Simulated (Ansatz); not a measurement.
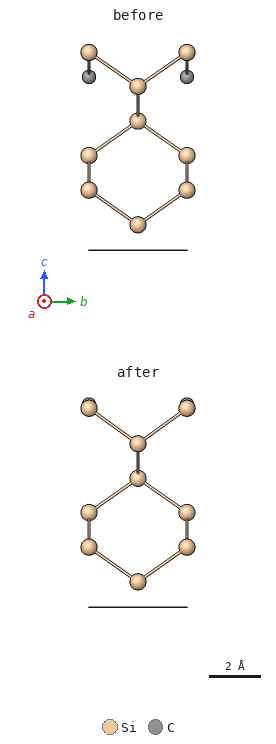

The structure of a slab of composition Si₆C (cut from the Fd-3m phase) before (top) and after (bottom) a constrained relaxation, at one scale.

The picture is a ball-and-stick view of the 2 × 1 repeat of the cell, outlined in the plane, without the vacuum, seen along the a axis.

Case: C put at a bridge Si-Si site. The slab is the (1 0 0) face of Si with C on it. 3 atoms are held fixed.

Theory: DFT PBEsol, scalar-relativistic, plane waves, PAW (Ansatz 0.2.0).

The input:
```yaml
crystal:
  lattice:
    - [3.8417168285, 0.0, 0.0]
    - [0.0, 3.8417168285, 0.0]
    - [0.0, 0.0, 25.7912600521]
  atoms:
    - { symbol: Si, position: [0.0, 0.5, 0.3295690084] }
    - { symbol: Si, position: [0.0, 0.0, 0.3822322752] }
    - { symbol: Si, position: [0.5, 0.0, 0.4348955421] }
    - { symbol: Si, position: [0.5, 0.5, 0.4872505114] }
    - { symbol: Si, position: [0.0, 0.5, 0.5400001596] }
    - { symbol: Si, position: [0.0, 0.0, 0.5916358883] }
    - { symbol: C, position: [0.5, 0.0, 0.5544139768], spin: 2.0 }
basis:
  ecutwfc: 420
kpoints:
  mp_grid: { grid: [8, 8, 1] }
hamiltonian:
  xc: pbesol
scf:
  occupations: { method: gaussian, width: 0.05 }
output:
  forces: true
  eigenvalues: true
  populations: true
  write_density: true
  write_potential: true
  elf: true
  volumetric_format: npy
magnetization:
  spin_polarized: true
relax:
  adjacent_minimum: "off"
  f_tol: 0.03
  max_steps: 70
  constraints: [{ sites: [0, 1, 2] }]
efield:
  axis: 3
  dipole_correction: true
  ramp_width: 0.04
```

Command:
```bash
ansatz run input.yaml --threads 1 --pin off --max-ram 2560MiB --backend cpu --events-out ev --progress --plain --runs-dir out
```

**Summarise the run.**

C7 moves most: 1.16 Å along the normal (+c). Largest moves by element: C 1.16 Å, Si 0.05 Å. The lattice vectors keep their values. Among the contacts that change: Si4–C7 2.587 → 3.476 Å, Si6–C7 2.147 → 1.927 Å, Si5–Si6 2.337 → 2.372 Å, Si3–Si4 2.348 → 2.343 Å. Bond angles that change, for instance: C7–Si6–C7 126.9° → 171.1°, Si6–C7–Si6 126.9° → 171.1°, Si5–Si6–C7 75.2° → 92.6°. After 10 geometry steps the energy has fallen by 0.784 eV per cell of the calculation. Largest force component: 0.57 eV/Å at the start, 0.0035 eV/Å at the end. The program noted that the starting moments weren't kept. The run may lie on a higher electronic state than the lowest, so the end point isn't shown to be the ground-state structure.

Limits of the set-up: the periodic images lie only 3.8 Å apart, so the values are limited by the cell's size.
